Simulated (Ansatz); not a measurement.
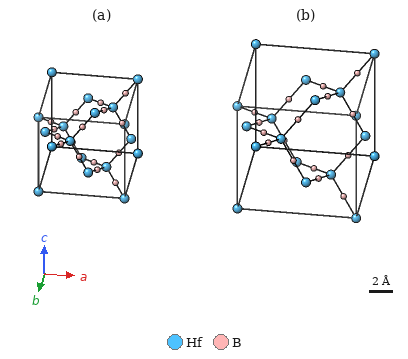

The structure of solid HfB₂ (a generated structure, set up in Fd-3m) (coarse preliminary run) before (left) and after (right) a relaxation, at one scale.

A ball-and-stick model of the conventional cell (4 times the calculation's cell), seen from a free direction. Lengths and directions refer to the drawn axes.

Theory: DFT PBE, scalar-relativistic, plane waves, PAW in Ansatz. Settings: plane-wave cutoff 420 eV; k-point mesh 4 × 4 × 4; occupations gaussian; smearing width 0.1 eV; no spin polarisation; cell and atoms relaxed; force threshold 0.04 eV/Å; at most 70 steps.

Q: Describe what moved and what it gained.

A: The energy falls by 22.859 eV per cell of the calculation in 10 accepted moves (12 points after the start). All forces vanish by symmetry, so only the cell relaxes. Pressure: 78.20 GPa at the start and 0.17 GPa at the end. The SCF was repeated twice at an unchanged geometry on a basis and grid sized afresh for the cell, which shifted the energy by 1.782 eV per cell of the calculation at most. The atoms keep their places relative to the cell (all moves are under 0.005 Å). The volume changes by +162.5 %, with a = b = c 7.689 → 10.606 Å (+37.9 %). Among the contacts that change: Hf–Hf 3.329 → 4.593 Å, B–Hf 1.665 → 2.296 Å. The space group stays Fd-3m (No. 227). Cost: 48 s on 1 thread of Arm Neoverse V2 (shared host), peak memory 0.52 GiB.
